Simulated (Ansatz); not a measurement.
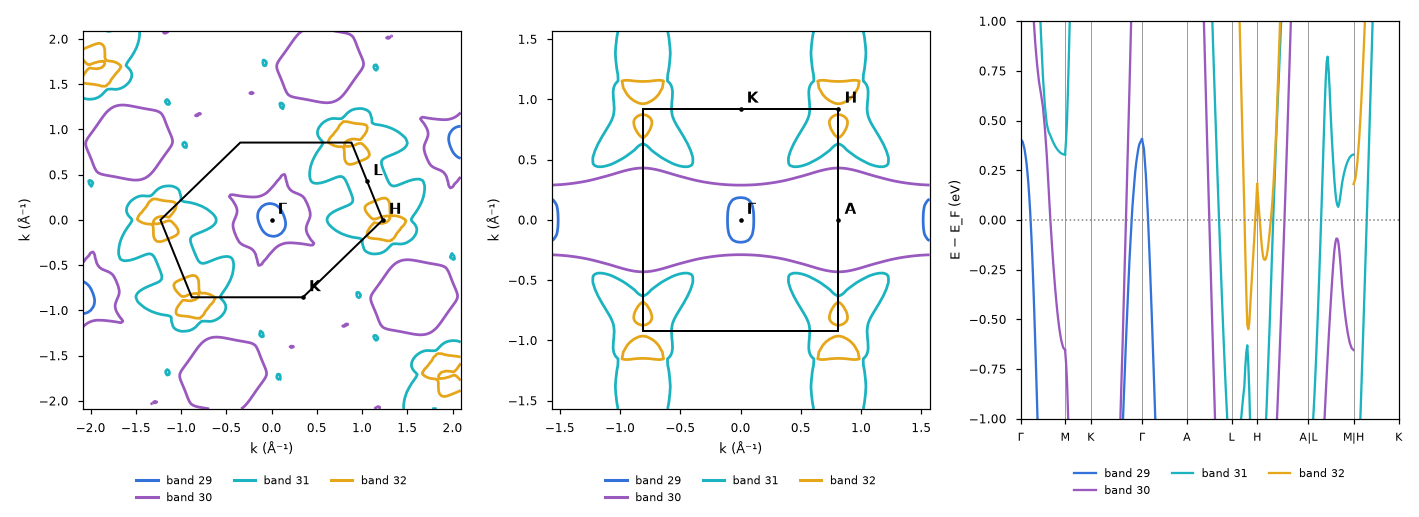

Hg (P6/mmm): cuts through the Fermi surface in the plane through Γ, H and L and the plane through Γ, A and K, and the bands that cross the Fermi level.

Method: DFT PBE, scalar-relativistic, plane waves, PAW; levels and slopes on a dense k mesh at the converged density in Ansatz 0.2.0. No spin polarisation. Mesh 24×24×24, interpolated with the band slopes. Unrelaxed database geometry (residual pressure 13 GPa). Sheets, masses and frequencies are those of this strained cell.

> Give each band's level at the labelled points, in eV from the Fermi level.

```tsv
band	Γ	A	K	H	M	L
band 29	+0.41	below	below	below	below	below
band 30	above	above	below	below	−0.65	below
band 31	above	above	above	below	+0.33	below
band 32	above	above	above	+0.18	above	above
```

Negative values are filled states; "above" and "below" lie outside the plotted window.

> What are the full three-dimensional sheets?

Band 29: one hole pocket centred at Γ (0.50 % of the zone).
Band 30: one open hole tube parallel to Γ–A.
Band 31: an open sheet between a empty part that runs through the repeated zones in all directions and a filled one that does so in two.
Band 32: two electron pockets in a ring or shell around H (each 0.93 % of the zone).

Spin-orbit coupling is left out; with Hg it can split, shift or remove sheets. Necks and pockets thinner than about two mesh steps aren't resolved, so separate pockets may in truth be joined.
